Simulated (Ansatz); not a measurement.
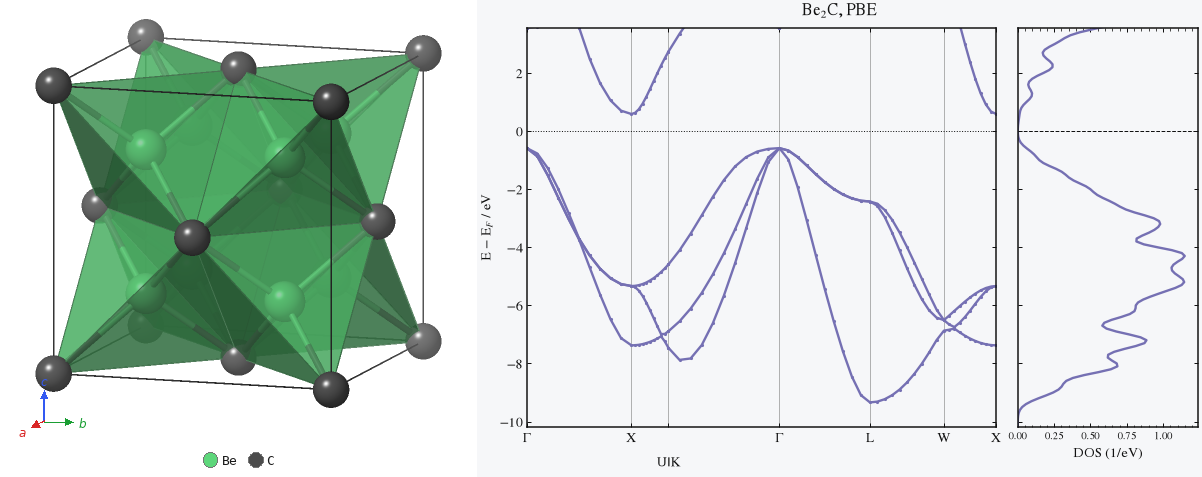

Band structure and density of states, beside the structure. Energies are counted from the Fermi level. The DOS curve is built from the levels of the k mesh with Gaussians 0.55 eV wide, which also blur the band edges; ripples of that width can come from the mesh.

Calculation on antifluorite-type Be₂C, space group Fm-3m, 3 atoms in the primitive cell, relaxed with r2SCAN; cubic a = 4.321 Å.

Method: PBE, Ansatz PAW set, no spin polarisation, no spin-orbit coupling, 10×10×10 k mesh, 420 eV cutoff, Fermi-Dirac smearing of 0.02 eV (Ansatz).

Q: Is there a gap? Give its size, its kind and where the band edges lie.

A: The bands leave a gap. The gap along this path is 1.17 eV and indirect, from the valence-band top at Γ to the conduction-band bottom at X; the smallest direct gap is 4.15 eV, at Γ.

Q: How many bands meet at the valence-band top?

A: Three bands meet at the valence-band top at Γ: it is triply degenerate (spin aside).

LDA, GGA and most meta-GGA functionals understate gaps. The cell comes from a database of computed structures, and whether it is the stable form of this composition wasn't checked.
